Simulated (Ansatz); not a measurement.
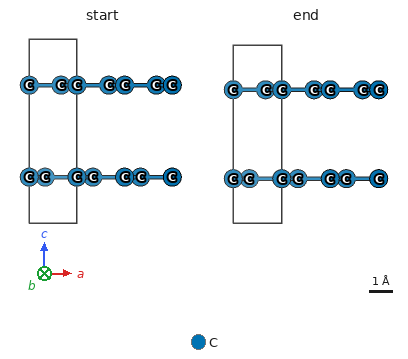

The structure of a crystal of C (built on the graphite type) before (left) and after (right) a relaxation, at one scale.

Style: ball-and-stick. Shown: the cell of the calculation, repeated 3 × 1 × 1 with one cell outlined, along the b axis.

Case: volume 10.208 Å^3/atom.

The calculation used DFT r2SCAN, scalar-relativistic, plane waves, PAW (Ansatz). Set-up: plane-wave cutoff 500 eV; k-point mesh 10 × 10 × 4; occupations gaussian; smearing width 0.05 eV; no spin polarisation; cell relaxed at fixed volume; force threshold 0.04 eV/Å; at most 40 steps.

> What changed between the two?

Over 2 accepted moves (3 points after the start) the energy falls by 84.3 meV per cell of the calculation. All forces vanish by symmetry, so only the cell relaxes. Pressure: 12.11 GPa at the start and −0.88 GPa at the end. At 1 point the geometry stayed and the basis and grid were re-selected for the new cell (energy shift of 0.2 meV per cell of the calculation at most each time). The atoms keep their places relative to the cell (all moves are under 0.005 Å). The drawn cell changes at constant volume: a = b 2.416 → 2.458 Å (+1.7 %), c 8.075 → 7.804 Å (−3.3 %). Near-neighbour distances that change, for instance: C–C 1.395 → 1.419 Å. The space group stays P6_3/mmc (No. 194).
